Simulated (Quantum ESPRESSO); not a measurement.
**NaF (Villiaumite): modes at Γ and the response to a field**

Aim: the zone-centre modes of NaF (Villiaumite).

Program: Quantum ESPRESSO 7.5. Level of theory: DFT LDA, scalar-relativistic, plane waves, PseudoDojo norm-conserving pseudopotentials. Results are calculated unless marked as measured.

**1. Starting point**

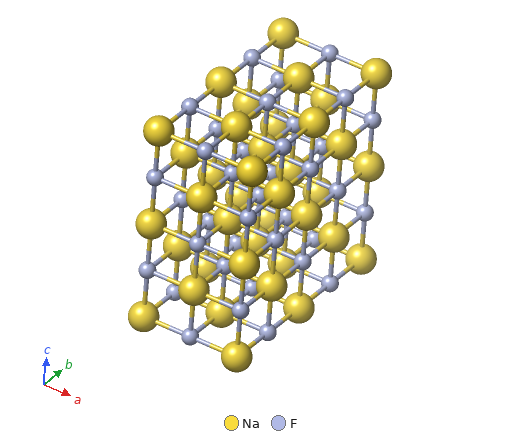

The starting structure, seen from a free direction (sodium yellow, fluorine light blue). 1×2×2 cells are drawn. This picture shows the conventional cell, with its axes. Some periodic images of atoms are drawn too.

**2. A probe with smearing**

Before anything dear is run, a loose run with smearing shows whether this is a metal and how far the cell is from rest.

The input, probe.in:

```
&CONTROL
  calculation = 'scf'
  prefix      = 'x'
  outdir      = './tmp'
  pseudo_dir  = './pseudo'
  tprnfor     = .true.
  tstress     = .true.
  verbosity   = 'high'
/
&SYSTEM
  ibrav       = 2
  celldm(1)   = 8.76832922
  nat         = 2
  ntyp        = 2
  ecutwfc     = 97.0
  occupations = 'smearing'
  smearing    = 'gaussian'
  degauss     = 0.01
/
&ELECTRONS
  conv_thr         = 1.0d-07
  mixing_beta      = 0.7
  electron_maxstep = 100
/
ATOMIC_SPECIES
 Na     22.9898  Na.upf
 F      18.9984  F.upf
ATOMIC_POSITIONS crystal
 Na     0.000000000   0.000000000   0.000000000
 F      0.500000000   0.500000000   0.500000000
K_POINTS automatic
 6 6 6 0 0 0
```

Run with:

```
> OMP_NUM_THREADS=1 mpirun -n 4 pw.x -nk 4 -in probe.in > probe.out
```

Log:

```text
[banners, grids, parts of the stress and lines that vanish by symmetry left out]
Program PWSCF v.7.5
     bravais-lattice index     =            2
     lattice parameter (alat)  =       8.7683  a.u.
[...]
kinetic-energy cutoff     =      97.0000  Ry
     charge density cutoff     =     388.0000  Ry
     scf convergence threshold =      1.0E-07
[...]
Exchange-correlation= SLA  PW   NOGX NOGC
                           (   1   4   0   0   0   0   0)
[...]
48 Sym. Ops., with inversion, found
[...]
(     0          1          0      )
                  (     0          0          1      )
[...]
(  0.0000000  1.0000000  0.0000000 )
                  (  0.0000000  0.0000000  1.0000000 )
[...]
(     1          0         -1      )
                  (     0          0         -1      )
[...]
(  0.0000000 -1.0000000  0.0000000 )
[...]
(     0          1         -1      )
                  (     0          1          0      )
[...]
( -1.0000000  0.0000000  0.0000000 )
                  (  0.0000000  1.0000000  0.0000000 )
[...]
number of k points=    16  Gaussian smearing, width (Ry)=  0.0100
[...]
End of self-consistent calculation
[...]
the Fermi energy is     4.6818 ev
!    total energy              =    -140.61472842 Ry
[...]
convergence has been achieved in   7 iterations
[...]
atom    1 type  1   force =     0.00000000    0.00000000    0.00000000
     atom    2 type  2   force =     0.00000000    0.00000000    0.00000000
[...]
Total force =     0.000000     Total SCF correction =     0.000000
[...]
total   stress  (Ry/bohr**3)                   (kbar)     P=      -44.96
[...]
XML data file, charge density, pseudopotentials, collected wavefunctions

   JOB DONE.
```

Wall time 2.5 s (4 MPI ranks of Arm Neoverse V1, shared host).

Read from the output:

* volume per atom: 12.49 Å³
* pressure: -4.496 GPa
* gap on the k-mesh: 5.971 eV

A gap of 6.0 eV opens on this mesh, so the crystal is taken as an insulator; the start stands at -4.5 GPa.

**3. Relaxing the cell and atoms**

The relaxation runs at a cutoff a fifth above that of the response, since stress converges more slowly with the basis than frequencies do. Forces and stress are brought to rest with tight thresholds.

The input, relax.in:

```
&CONTROL
  calculation   = 'vc-relax'
  prefix        = 'x'
  outdir        = './tmp'
  pseudo_dir    = './pseudo'
  tprnfor       = .true.
  tstress       = .true.
  forc_conv_thr = 2.0d-05
  etot_conv_thr = 1.0d-07
  nstep         = 40
/
&SYSTEM
  ibrav       = 2
  celldm(1)   = 8.76832922
  nat         = 2
  ntyp        = 2
  ecutwfc     = 116
  occupations = 'fixed'
  nbnd        = 10
/
&ELECTRONS
  conv_thr         = 1.0d-11
  mixing_beta      = 0.7
  electron_maxstep = 100
/
&IONS
/
&CELL
  press_conv_thr = 0.2
/
ATOMIC_SPECIES
 Na     22.9898  Na.upf
 F      18.9984  F.upf
ATOMIC_POSITIONS crystal
 Na     0.000000000   0.000000000   0.000000000
 F      0.500000000   0.500000000   0.500000000
K_POINTS automatic
 8 8 8 0 0 0
```

Run with:

```
> OMP_NUM_THREADS=1 mpirun -n 4 pw.x -nk 4 -in relax.in > relax.out
```

Log:

```text
[banners, grids, parts of the stress and lines that vanish by symmetry left out]
[banner, memory and clock lines left out]
Program PWSCF v.7.5

[...]
kinetic-energy cutoff     =     116.0000  Ry
     charge density cutoff     =     464.0000  Ry
     scf convergence threshold =      1.0E-11
[...]
energy convergence thresh.=      1.0E-07
     force convergence thresh. =      2.0E-05
     press convergence thresh. =      2.0E-01
     Exchange-correlation= SLA  PW   NOGX NOGC
                           (   1   4   0   0   0   0   0)
[...]
48 Sym. Ops., with inversion, found
[...]
number of k points=    29
[...]
End of self-consistent calculation
[...]
highest occupied, lowest unoccupied level (ev):     0.4643    6.4353
!    total energy              =    -140.61475278 Ry
[...]
convergence has been achieved in  10 iterations
[...]
atom    1 type  1   force =    -0.00000000   -0.00000000   -0.00000000
     atom    2 type  2   force =     0.00000000    0.00000000    0.00000000
     Total force =     0.000000     Total SCF correction =     0.000000
[...]
total   stress  (Ry/bohr**3)                   (kbar)     P=      -44.84
[...]
number of bfgs steps    =   0
[...]
CELL_PARAMETERS (alat=  8.76832922)
[...]
ATOMIC_POSITIONS (crystal)
Na               0.0000000000       -0.0000000000        0.0000000000
F                0.5000000000        0.5000000000        0.5000000000
[...]
New effective cutoffs (rho, wfc):  469.26  117.77
[...]
End of self-consistent calculation
[...]
highest occupied, lowest unoccupied level (ev):     0.6334    6.7273
!    total energy              =    -140.61579721 Ry
[...]
convergence has been achieved in   7 iterations
[...]
atom    1 type  1   force =     0.00000000    0.00000000    0.00000000
     atom    2 type  2   force =    -0.00000000   -0.00000000   -0.00000000
     Total force =     0.000000     Total SCF correction =     0.000000
[...]
total   stress  (Ry/bohr**3)                   (kbar)     P=      -35.31
[...]
number of bfgs steps    =   1
[...]
CELL_PARAMETERS (alat=  8.76832922)
[...]
ATOMIC_POSITIONS (crystal)
Na              -0.0000000000        0.0000000000       -0.0000000000
F                0.5000000000        0.5000000000        0.5000000000
[...]
New effective cutoffs (rho, wfc):  480.26  120.53
[...]
End of self-consistent calculation
[...]
highest occupied, lowest unoccupied level (ev):     0.8999    7.1873
!    total energy              =    -140.61683930 Ry
[...]
convergence has been achieved in   8 iterations
[...]
atom    1 type  1   force =     0.00000000    0.00000000    0.00000000
     atom    2 type  2   force =     0.00000000    0.00000000    0.00000000
     Total force =     0.000000     Total SCF correction =     0.000000
[...]
total   stress  (Ry/bohr**3)                   (kbar)     P=      -18.60
[...]
number of bfgs steps    =   2
[...]
CELL_PARAMETERS (alat=  8.76832922)
[...]
ATOMIC_POSITIONS (crystal)
[...]
New effective cutoffs (rho, wfc):  492.36  123.57
[...]
End of self-consistent calculation
[...]
highest occupied, lowest unoccupied level (ev):     1.2004    7.7062
!    total energy              =    -140.61716763 Ry
[...]
convergence has been achieved in   8 iterations
[...]
atom    1 type  1   force =     0.00000000    0.00000000    0.00000000
     atom    2 type  2   force =    -0.00000000   -0.00000000    0.00000000
     Total force =     0.000000     Total SCF correction =     0.000000
[...]
total   stress  (Ry/bohr**3)                   (kbar)     P=        2.80
[...]
number of bfgs steps    =   3
[...]
CELL_PARAMETERS (alat=  8.76832922)
[...]
ATOMIC_POSITIONS (crystal)
[...]
New effective cutoffs (rho, wfc):  490.78  123.17
[...]
End of self-consistent calculation
[...]
highest occupied, lowest unoccupied level (ev):     1.1609    7.6380
!    total energy              =    -140.61717417 Ry
[...]
convergence has been achieved in   7 iterations
[...]
atom    1 type  1   force =     0.00000000    0.00000000    0.00000000
     atom    2 type  2   force =    -0.00000000   -0.00000000   -0.00000000
     Total force =     0.000000     Total SCF correction =     0.000000
[...]
total   stress  (Ry/bohr**3)                   (kbar)     P=       -0.17
[...]
number of bfgs steps    =   4
[...]
CELL_PARAMETERS (alat=  8.76832922)
[...]
ATOMIC_POSITIONS (crystal)
[...]
New effective cutoffs (rho, wfc):  490.88  123.20
[...]
End of self-consistent calculation
[...]
highest occupied, lowest unoccupied level (ev):     1.1632    7.6420
!    total energy              =    -140.61717420 Ry
[...]
convergence has been achieved in   5 iterations
[...]
atom    1 type  1   force =     0.00000000    0.00000000   -0.00000000
     atom    2 type  2   force =    -0.00000000   -0.00000000    0.00000000
     Total force =     0.000000     Total SCF correction =     0.000000
[...]
total   stress  (Ry/bohr**3)                   (kbar)     P=       -0.00
[...]
bfgs converged in   6 scf cycles and   5 bfgs steps
[...]
End of BFGS Geometry Optimization
     Final enthalpy           =    -140.6171742004 Ry
     File ./tmp/x.bfgs deleted, as requested
[...]
CELL_PARAMETERS (alat=  8.76832922)
[...]
ATOMIC_POSITIONS (crystal)
Na              -0.0000000000        0.0000000000       -0.0000000000
F                0.5000000000        0.5000000000        0.5000000000
[...]
Final scf calculation at the relaxed structure.
[...]
kinetic-energy cutoff     =     116.0000  Ry
     charge density cutoff     =     464.0000  Ry
     scf convergence threshold =      1.0E-13
[...]
press convergence thresh. =      2.0E-01
     Exchange-correlation= SLA  PW   NOGX NOGC
                           (   1   4   0   0   0   0   0)
[...]
48 Sym. Ops., with inversion, found
[...]
number of k points=    29
[...]
End of self-consistent calculation
[...]
highest occupied, lowest unoccupied level (ev):     1.1632    7.6420
!    total energy              =    -140.61716339 Ry
[...]
convergence has been achieved in  13 iterations
[...]
atom    1 type  1   force =    -0.00000000    0.00000000   -0.00000000
     atom    2 type  2   force =     0.00000000    0.00000000    0.00000000
     Total force =     0.000000     Total SCF correction =     0.000000
[...]
total   stress  (Ry/bohr**3)                   (kbar)     P=        0.09
[...]
XML data file, charge density, pseudopotentials, collected wavefunctions
```

It took 34 s on 4 MPI ranks; 2.3 min of CPU time.

Relaxation path:

```tsv
step	energy less that of the first step (eV)	largest force (eV/Å)	pressure (GPa)	volume (Å³)
1	0.0000	0.0000	-4.48	24.97
2	-0.0142	0.0000	-3.53	24.41
3	-0.0284	0.0000	-1.86	23.57
4	-0.0329	0.0000	0.28	22.71
5	-0.0329	0.0000	-0.02	22.82
6	-0.0329	0.0000	0.00	22.81
7	-0.0328	0.0000	0.01	22.81
```

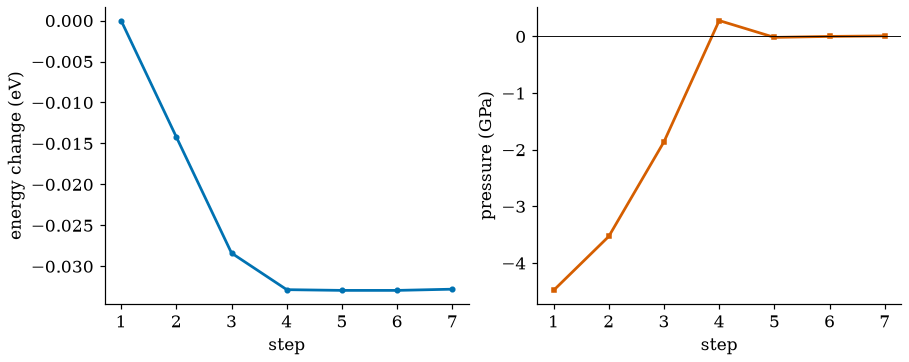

Energy and pressure along the relaxation.

```tsv
conventional cell, symmetrised	before	after	change
a (Å)	4.640	4.502	-3.0 %
b (Å)	4.640	4.502	-3.0 %
c (Å)	4.640	4.502	-3.0 %
volume (Å³/atom)	12.49	11.41	-8.7 %
```

Final coordinates:

```
CELL_PARAMETERS angstrom
-2.25106 0.00000 2.25106
0.00000 2.25106 2.25106
-2.25106 2.25106 0.00000
ATOMIC_POSITIONS crystal
Na 0.00000 0.00000 0.00000
F 0.50000 0.50000 0.50000
```

The last row of the table of steps is pw.x's closing run on a basis chosen anew for the final cell, so its energy can jump.

Numbers from this step:

```yaml
volume_per_atom: 11.41 Å³
pressure: 0.009 GPa
gap_on_the_k_mesh: 6.479 eV
```

The volume changes by -8.7 % from the cell with which this run began.

**4. Ground state**

Perturbation theory inherits every error of the wavefunctions, so the threshold is set near the limit of the arithmetic. With a gap, occupations are fixed, which also allows the response to an electric field.

The input, scf.in:

```
&CONTROL
  calculation = 'scf'
  prefix      = 'x'
  outdir      = './tmp'
  pseudo_dir  = './pseudo'
  tprnfor     = .true.
  tstress     = .true.
/
&SYSTEM
  ibrav       = 2
  celldm(1)   = 8.50776829
  nat         = 2
  ntyp        = 2
  ecutwfc     = 97.0
  occupations = 'fixed'
  nbnd        = 10
/
&ELECTRONS
  conv_thr         = 1.0d-12
  mixing_beta      = 0.7
  electron_maxstep = 100
/
ATOMIC_SPECIES
 Na     22.9898  Na.upf
 F      18.9984  F.upf
ATOMIC_POSITIONS crystal
 Na     0.000000000   0.000000000   0.000000000
 F      0.500000000   0.500000000   0.500000000
K_POINTS automatic
 8 8 8 0 0 0
```

Run with:

```
> OMP_NUM_THREADS=1 mpirun -n 4 pw.x -nk 4 -in scf.in > scf.out
```

Log:

```text
[banners, grids, parts of the stress and lines that vanish by symmetry left out]
[banner, memory and clock lines left out]
Program PWSCF v.7.5

[...]
kinetic-energy cutoff     =      97.0000  Ry
     charge density cutoff     =     388.0000  Ry
     scf convergence threshold =      1.0E-12
[...]
Exchange-correlation= SLA  PW   NOGX NOGC
                           (   1   4   0   0   0   0   0)
[...]
48 Sym. Ops., with inversion, found
[...]
number of k points=    29
[...]
End of self-consistent calculation
[...]
highest occupied, lowest unoccupied level (ev):     1.1632    7.6420
!    total energy              =    -140.61713926 Ry
[...]
convergence has been achieved in  11 iterations
[...]
atom    1 type  1   force =    -0.00000000   -0.00000000   -0.00000000
     atom    2 type  2   force =     0.00000000    0.00000000    0.00000000
     Total force =     0.000000     Total SCF correction =     0.000000
[...]
total   stress  (Ry/bohr**3)                   (kbar)     P=       -0.07
[...]
XML data file, charge density, pseudopotentials, collected wavefunctions
```

Elapsed: 4.5 s, on 4 MPI ranks; 17 s of CPU time.

Numbers from this step:

* pressure: -0.007000 GPa

The cell stands at -0.0070 GPa, close enough for phonons.

(Part 1 of 4 ends here.)

[Host names and launcher messages were left out of these logs when they were recorded.]

[Logs are printed without paths, hosts, clocks, repeated set-up lines and the standing remarks that a program may print on its own settings, such as how far it seeks lower states.]

[Hosts, paths, dates, database ids (printed as entryN), source tags and the programs' standing remarks are cut or masked in the printed files.]
